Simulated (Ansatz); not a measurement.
# Does disorder add resistance in series? Li(100) layers with 50 % Ti

Two lengths of the disordered region are known. What area resistance does the third give?

**Method.** Ansatz 0.2.0, plane waves with PAW datasets at their recommended cutoffs (420 eV for most), Fermi-Dirac smearing; ballistic transmission by layer matching. The area resistance is RA = A (h/2e²)(1/T − 1/N), with T the zone-mean transmission per spin and N the lead's channels, both averaged over a few energies near the Fermi level; for magnets each spin is taken apart, with h/e², and the two conduct in parallel. Lateral cell 2x2, PBE, a fresh random draw for each length.

The runs, with one result withheld:

| length (Å) | channels N | RA (fΩ m²) |
| --- | --- | --- |
| 7.02 | 4.843 | 2.75 |
| 14.0 | 4.824 | 3.82 |
| 21.1 | 4.843 | ? |

**Estimate by hand.**

Ohm's law makes RA linear in the length: the slope is (3.82 − 2.75)/(14.0 − 7.02) = 0.152 fΩ m² per Å, or 152 µΩ cm. Then 3.82 + 0.152 × 7.02. Predicted: 4.89 fΩ m².

What the run gave:

4.95 fΩ m², so the prediction is 1.3 % too low. The three lengths together give 157 µΩ cm. The two increments are 1.1 and 1.1 fΩ m², roughly as Ohm's law has it, though with one draw for each length that is a weak test.

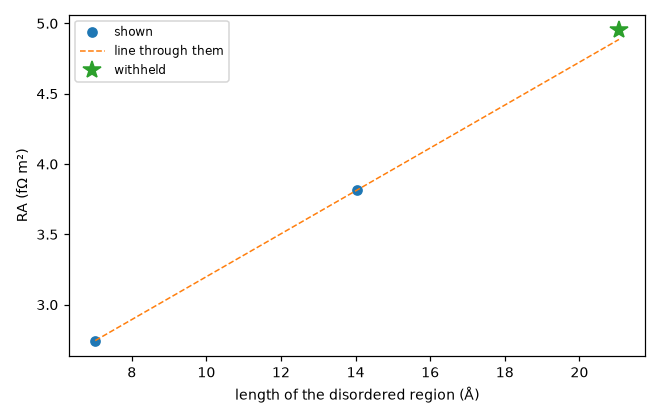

Area resistance against length.

Caveats: The scatterers repeat sideways with the small cell. The slope is a raw one; a model of isotropic scattering puts it 1.00 times the bulk value over these lengths. Atoms sit unrelaxed on the host's lattice, and the pair may not mix at random in practice.
